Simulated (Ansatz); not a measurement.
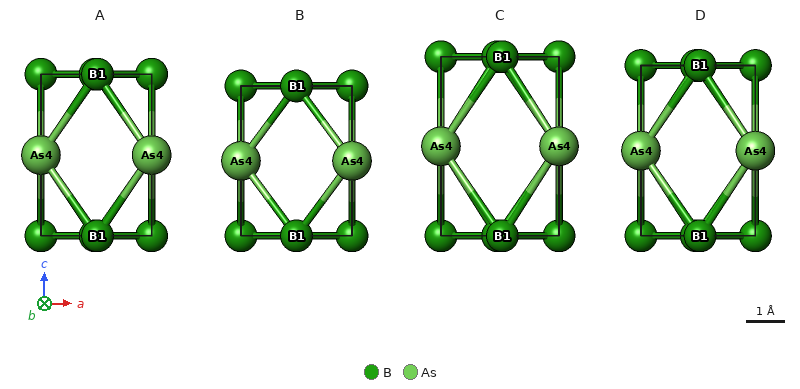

4 geometries from one relaxation of crystalline B₃As (a generated structure, set up in P-62m) (coarse preliminary run), in shuffled order. A ball-and-stick model of the cell of the calculation, seen along the b axis.

Level of theory: DFT PBE, scalar-relativistic, plane waves, PAW (Ansatz). Settings: plane-wave cutoff 420 eV; k-point mesh 6 × 6 × 4; occupations gaussian; smearing width 0.1 eV; no spin polarisation; cell and atoms relaxed; force threshold 0.04 eV/Å; at most 70 steps.

Question: Order the frames from highest to lowest energy.

Answer: C, D, A, B. They are steps 0, 1, 2, 7, at +307 meV per atom, +124 meV per atom, +24.7 meV per atom relative to the last. Over 5 accepted moves (7 points after the start) the energy falls by 307 meV per atom. The largest force component goes from 0.48 to 0.00093 eV/Å. The pressure goes from −22.77 to −0.16 GPa. The line search rejected the trial step at point 4 of the run. The SCF was repeated once at an unchanged geometry on a basis and grid sized afresh for the cell, which shifted the energy by 1.4 meV per atom at most. The largest moves relative to the cell, 0.068 Å, are those of B atoms. As stays in place. Cell: a = b 3.646 → 3.429 Å (−5.9 %), c 4.790 → 4.008 Å (−16.3 %). Volume −26.0 %. Near-neighbour distances that change, for instance: As–B 3.054 → 2.638 Å, As–B 2.966 → 2.637 Å, B–B 1.827 → 1.715 Å. Bond angles that change, for instance: B–B–B 127.9° → 120.0°, B–B–B 112.1° → 120.0°, B–B–B 172.1° → 180.0°. The space group (tolerance 0.01 Å) goes from P-62m (No. 189) to P6/mmm (No. 191). Cost: 34 s on 1 thread of Intel(R) Xeon(R) Processor @ 2.50GHz (Skylake/Cascade Lake), with other jobs on the host, peak memory 0.35 GiB.
